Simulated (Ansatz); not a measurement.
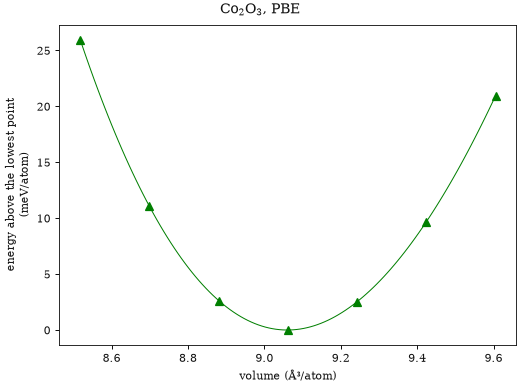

Plotted: energy above the lowest point against volume for Co₂O₃, space group Pn-3m (No. 224) (one of a set of cubic test structures, which need not be the stable phase).

Method: equation of state of a cubic crystal from periodic Kohn-Sham density functional theory without spin, third-order Birch-Murnaghan fit to the free energies; pressure corrected for the finite basis (Ansatz 0.2.0 development build). Level: PBE.

```tsv
setting	value
structure type	cubic X2O3
atoms in cell	10
space group number	224
lattice centring	simple cubic
k mesh	12×12×12
occupation method	Fermi–Dirac
occupation width	0.06123 eV
wave cutoff	930 eV
datasets	hand-made PAW
density tolerance	1e-09 eV
bands	62
density cutoff ratio	5
search for lower states	default
```

Q: How stiff is the solid, and where is its volume at rest?

A: A third-order Birch–Murnaghan fit gives V0 = 9.06 Å³/atom, B0 = 228 GPa and B′ = 4.6.

Keep in mind: cubic model structure, not the ambient form; modest k-mesh, values are not fully converged in k; no spin polarisation, a magnetic state may lie lower.

The computed values:

```
volume (Å³/atom)  energy above the lowest point (meV/atom)
          8.5177                                      26.0
          8.6990                                      11.1
          8.8802                                       2.6
          9.0614                                       0.0
          9.2426                                       2.5
          9.4239                                       9.7
          9.6051                                      20.9
```
